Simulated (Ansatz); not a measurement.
# Geometry relaxation, with input and output: AlP (part 2 of 2)

Continued. System: AlP (2 atoms in the cell). Method: DFT, PBE, plane waves, PAW, no spin polarisation (Ansatz 0.2.0); cutoff 420 eV, 8×8×8 k-mesh, Fermi–Dirac smearing of 0.02 eV. The structure derives from an entry of the Crystallography Open Database.

Geometry of the input (Å; fractional positions):
```
0.0000  2.7255  2.7255
2.7255  0.0000  2.7255
2.7255  2.7255  0.0000
Al 0.0000  0.0000  0.0000
P  0.2500  0.2500  0.2500
```

```
basis re-selected at this cell: Δ(F+E_penalty+E_count) = -2.936e-4 eV, ΔP = +0.013 GPa vs the last step (what re-selecting the basis moved, of the pressure what is left beyond the Pulay correction that the steps carried, after the strain that the cell walked since its last selection, with what the two solves' SCF thresholds leave and, on support functions, any second-order correction that the steps lacked; it is no measure of the basis error at this ecutwfc). This SCF's stress stands 4.39e-2 GPa from its target on what of the cell is left free (relax.cell.stress_tol is 5.00e-2 GPa) and its largest allowed force component is 3.35e-17 eV/Å (relax.f_tol is 5.00e-3 eV/Å): within both
SCF converged after 5 iterations
Free energy (F): -1294.443299 eV
Harris-Foulkes:  -1294.443299 eV  (|F-HF|=1.00e-11)
Internal energy: -1294.443299 eV  (E = F + TS)
E sigma→0 (E₀):  -1294.443299 eV
Fermi energy:    5.616816 eV
--- Per-component energies (eV) ---
  E_band       = 3.373886
  E_kinetic    = 93.127262
  E_local      = -84.095705  (includes V_loc(G=0)·N_el)
  E_nonlocal   = 44.434850
  E_hartree    = 25.455955
  E_xc         = -101.261567
  E_vxc        = -89.700649  (∫ρ·V_xc dr)
  E_paw        = -1036.838561  (= ΣΔE_a)
  E_vpaw       = -11.303790  (= ΣTr[D̂ρ^β])
  E_aug_tail   = 0.000001  (compensation charges beyond the density's cutoff)
  E_ewald      = -235.265534
  E_smearing   = -0.000000  (= −TS)
  E_closure    = 0.000000  (closes the sum)
  Σ components = -1294.443299   (vs F -1294.443299, Δ=0.00e0)
--- Forces (eV/Å), atoms counted from 1 ---
  atom   1  Al     0.00000000    -0.00000000    -0.00000000
  atom   2  P     -0.00000000    -0.00000000     0.00000000
  max |Σ_I F_I| component: 3.47e-17 eV/Å
--- Stress (GPa, compression-positive) ---
        0.043868      -0.000000      -0.000000
        0.000000       0.043868       0.000000
        0.000000       0.000000       0.043868
  P = ⅓ Tr σ = 0.0439 GPa (0.439 kbar)
--- Band table (eV; the first three rows and the last of 29) ---
  k-point 0: bands = ["-6.5537", "4.8012", "4.8012", "4.8012", "7.8908", "9.3284", "9.3284", "9.3284"]
  k-point 1: bands = ["-6.3865", "3.5876", "4.6571", "4.6571", "8.3641", "9.6041", "9.6041", "9.7917"]
  k-point 2: bands = ["-5.9170", "1.6764", "4.3697", "4.3697", "8.0282", "9.9116", "9.9116", "11.5725"]
  k-point 28: bands = ["-4.2564", "-0.0481", "1.7288", "2.0766", "9.1177", "10.6137", "10.9232", "11.0936"]
--- Relaxed structure (3 steps of the walk, 3 accepted, 1 SCFs on fresh bases) ---
  F+E_penalty+E_count = -1294.44329872 eV   max|allowed force component| = 3.354e-17 eV/Å   (the final SCF, on the basis selected at the relaxed cell)
  cell:  # Å, volume = 41.7482 Å³
    - [3.10817694006631e-33, 2.753400560356656, 2.753400560356656]
    - [2.753400560356656, 3.8215290246716924e-33, 2.753400560356656]
    - [2.753400560356656, 2.753400560356656, 2.1400562538161475e-33]
  atoms:
    - { symbol: Al, position: [-5.770841269184527e-34, 8.597375768376947e-34, 6.0063858107838964e-34] }
    - { symbol: P, position: [0.25, 0.25, 0.25] }
```

### File rho_z.tsv
```
# z_ang	rho[e/angstrom^3]
# format = ansatz-planar-average/11
# lattice	0.000000000	2.753400560	2.753400560
# lattice	2.753400560	0.000000000	2.753400560
# lattice	2.753400560	2.753400560	0.000000000
# sites	2
# site	13	0.000000000	0.000000000	0.000000000
# site	15	1.376700280	1.376700280	1.376700280
0.000000	2.192014e-1
0.144218	2.533169e-1
0.288437	2.822085e-1
0.432655	3.011707e-1
0.576874	3.082867e-1
0.721092	3.048642e-1
0.865310	2.939426e-1
1.009529	2.789353e-1
1.153747	2.631336e-1
1.297965	2.486431e-1
1.442184	2.349307e-1
1.586402	2.193376e-1
1.730621	1.998211e-1
1.874839	1.771210e-1
2.019057	1.541865e-1
2.163276	1.339434e-1
2.307494	1.179524e-1
2.451713	1.065326e-1
2.595931	9.930058e-2
2.740149	9.564829e-2
2.884368	9.507981e-2
3.028586	9.746529e-2
3.172804	1.033868e-1
3.317023	1.141528e-1
3.461241	1.311559e-1
3.605460	1.550324e-1
3.749678	1.851206e-1
```

### File v_z.tsv
```
# z_ang	v_es[eV]	v_tot[eV]
# format = ansatz-planar-average/11
# xc	pbe
# density_cutoff_ev	1680
# datasets	Al=:simpson_from_first_knot:soft	P=:simpson_from_first_knot:soft
# lattice	0.000000000	2.753400560	2.753400560
# lattice	2.753400560	0.000000000	2.753400560
# lattice	2.753400560	2.753400560	0.000000000
# sites	2
# site	13	0.000000000	0.000000000	0.000000000
# site	15	1.376700280	1.376700280	1.376700280
0.000000	9.742233e-1	-9.499385e0
0.144218	-1.311565e-1	-1.093848e1
0.288437	-1.517708e0	-1.252773e1
0.432655	-2.937338e0	-1.402310e1
0.576874	-4.060896e0	-1.512363e1
0.721092	-4.620091e0	-1.559983e1
0.865310	-4.513685e0	-1.537571e1
1.009529	-3.821460e0	-1.450218e1
1.153747	-2.698418e0	-1.308385e1
1.297965	-1.248922e0	-1.123089e1
1.442184	4.839034e-1	-9.039396e0
1.586402	2.395848e0	-6.673856e0
1.730621	4.260627e0	-4.372173e0
1.874839	5.813856e0	-2.382783e0
2.019057	6.887381e0	-9.056852e-1
2.163276	7.492651e0	4.468290e-2
2.307494	7.747126e0	5.718090e-1
2.451713	7.713531e0	7.080859e-1
2.595931	7.405667e0	4.738861e-1
2.740149	6.815613e0	-1.447508e-1
2.884368	5.965024e0	-1.120016e0
3.028586	4.983665e0	-2.277104e0
3.172804	4.061597e0	-3.514576e0
3.317023	3.324923e0	-4.800594e0
3.461241	2.764871e0	-6.023738e0
3.605460	2.277215e0	-7.153201e0
3.749678	1.735556e0	-8.271984e0
```

### Trajectory as extended XYZ (Å, eV, eV/Å), 4 frames, from step=1 to step=4
```
2
Lattice="0.0000 2.7255 2.7255 2.7255 0.0000 2.7255 2.7255 2.7255 0.0000" Properties=species:S:1:pos:R:3:forces:R:3 step=1 energy=-1294.43265 pressure_GPa=2.74
Al    0.0000    0.0000    0.0000    0.0000   0.0000   0.0000
P     1.3627    1.3627    1.3627    0.0000   0.0000   0.0000
2
Lattice="0.0000 2.7463 2.7463 2.7463 0.0000 2.7463 2.7463 2.7463 0.0000" Properties=species:S:1:pos:R:3:forces:R:3 step=2 energy=-1294.44235 pressure_GPa=0.69
Al    0.0000    0.0000    0.0000    0.0000   0.0000   0.0000
P     1.3731    1.3731    1.3731    0.0000   0.0000   0.0000
2
Lattice="0.0000 2.7534 2.7534 2.7534 0.0000 2.7534 2.7534 2.7534 0.0000" Properties=species:S:1:pos:R:3:forces:R:3 step=3 energy=-1294.44301 pressure_GPa=0.03
Al    0.0000    0.0000    0.0000    0.0000   0.0000   0.0000
P     1.3767    1.3767    1.3767    0.0000   0.0000   0.0000
2
Lattice="0.0000 2.7534 2.7534 2.7534 0.0000 2.7534 2.7534 2.7534 0.0000" Properties=species:S:1:pos:R:3:forces:R:3 step=4 energy=-1294.44330 pressure_GPa=0.04
Al    0.0000    0.0000    0.0000    0.0000   0.0000   0.0000
P     1.3767    1.3767    1.3767    0.0000   0.0000   0.0000
```

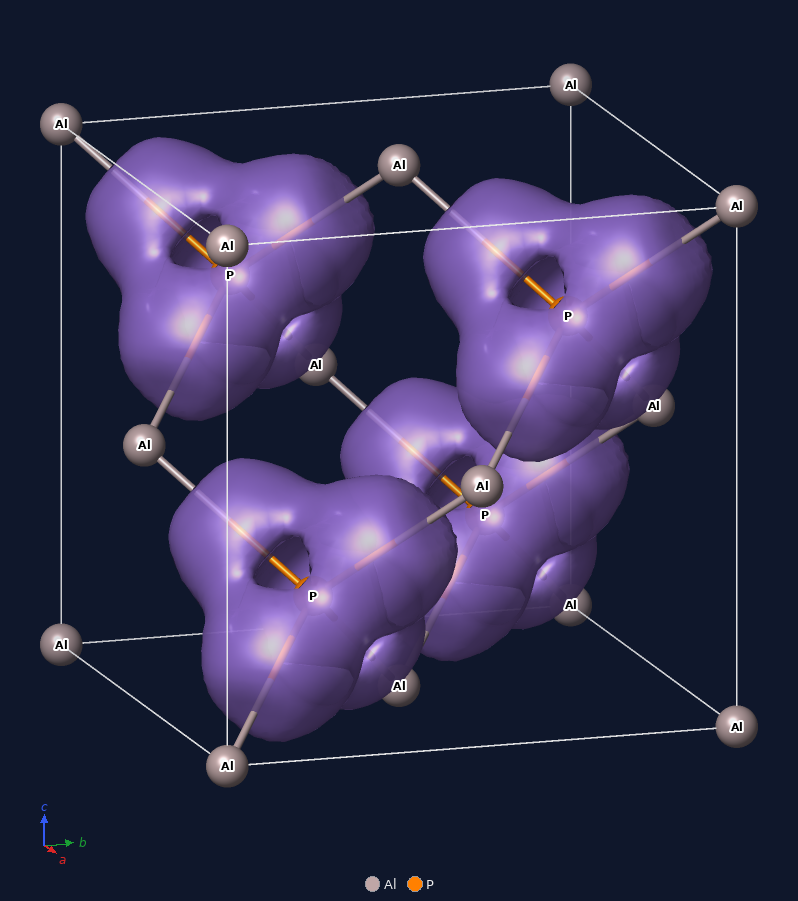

Isosurface of the electron localisation function at 0.75 (purple), seen slightly off an axis. Core shells and regions of very low density are left out. Sticks mark near contacts. The outline is the cell set on symmetry axes. Core electrons are frozen (PAW), so the fields are smoothed inside the atomic spheres.

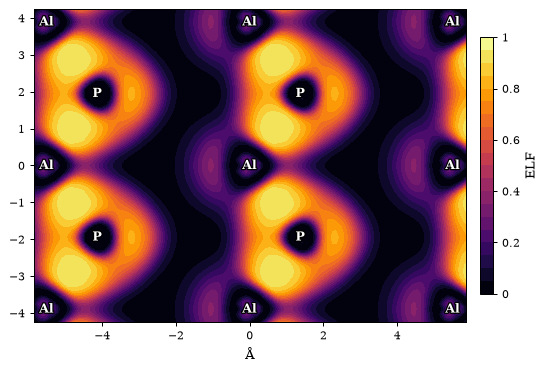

ELF on the (101) plane of the conventional cell. The section cuts through Al and P sites.

### Results in brief

- outcome: converged
- space group (tolerance 0.01 Å): F-43m (216)
- electrons treated: 8
- free energy: −1294.4433 eV
- Fermi energy: 5.617 eV
- gap on the k-point mesh: 1.63 eV
- pressure: 0.04 GPa
- final volume: 41.75 Å³
- largest force (length of the vector) at the end: under 0.001 eV/Å
- final cell: a = 3.894 Å, b = 3.894 Å, c = 3.894 Å, α = 60.00°, β = 60.00°, γ = 60.00°
- hardware: 2 threads of an Arm (aarch64) CPU, shared host
- wall time: 4 s (CPU time 7.6 s)
- peak memory: 0.3 GiB
